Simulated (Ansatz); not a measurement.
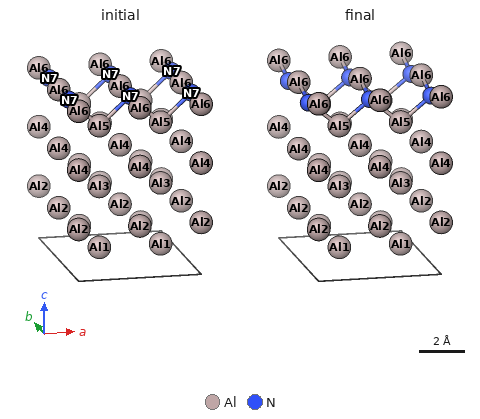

The structure of a slab of composition Al6N (cut from the Fm-3m phase) before (left) and after (right) a constrained relaxation, at one scale.

Style: ball-and-stick. Shown: the 2 × 2 repeat of the cell, outlined in the plane, without the vacuum, slightly off an axis.

Case: N put at a bridge Al-Al site. The slab is the (1 1 0) face of Al with N on it. 3 atoms are held fixed.

Method: DFT PBEsol, scalar-relativistic, plane waves, PAW (Ansatz 0.2.0).

The input:
```yaml
crystal:
  lattice:
    - [2.8394270062, 0.0, 0.0]
    - [0.0, 4.0155561815, 0.0]
    - [0.0, 0.0, 26.0985675155]
  atoms:
    - { symbol: Al, position: [0.5, 0.5, 0.3256883733] }
    - { symbol: Al, position: [0.0, 0.0, 0.3800865123] }
    - { symbol: Al, position: [0.5, 0.5, 0.4344846513] }
    - { symbol: Al, position: [0.0, 0.0, 0.4863154555] }
    - { symbol: Al, position: [0.5, 0.5, 0.5431153486] }
    - { symbol: Al, position: [0.0, 0.0, 0.5914115929] }
    - { symbol: "N", position: [0.0, 0.5, 0.5929442441] }
basis:
  ecutwfc: 420
kpoints:
  mp_grid: { grid: [10, 7, 1] }
hamiltonian:
  xc: pbesol
scf:
  occupations: { method: gaussian, width: 0.1 }
output:
  forces: true
  eigenvalues: true
  write_density: true
  write_potential: true
  elf: true
  volumetric_format: npy
relax:
  adjacent_minimum: "off"
  f_tol: 0.03
  max_steps: 70
  constraints: [{ sites: [0, 1, 2] }]
efield:
  axis: 3
  dipole_correction: true
  ramp_width: 0.04
```

Launched with:
```bash
ansatz run input.yaml --threads 1 --pin off --max-ram 2560MiB --backend cpu --events-out ev --progress --plain --runs-dir out
```

Question: What changed between the two?

Answer: The atom that moves furthest is Al6 (0.35 Å along the normal (+c)). By element the largest moves are Al 0.35 Å, N 0.15 Å. The cell doesn't change. Near-neighbour distances that change, for instance: Al5–N7 1.925 → 1.825 Å, Al6–N7 2.008 → 2.059 Å. Among the angles between lasting bonds that change: N7–Al6–N7 177.7° → 154.5°, Al6–N7–Al6 177.7° → 154.5°, Al5–N7–Al6 89.2° → 98.0°. Over 5 geometry steps the energy falls by 0.192 eV per cell of the calculation. Largest force component: 1.2 eV/Å at the start, 0.008 eV/Å at the end. Cost: 47 s on 1 thread of Intel(R) Xeon(R) 6975P-C (Granite Rapids) (shared host), peak memory 0.53 GiB.

Limits of the set-up: the cell has an odd number of electrons but was run without spin polarisation; the periodic images lie only 2.8 Å apart, so the values are limited by the cell's size.
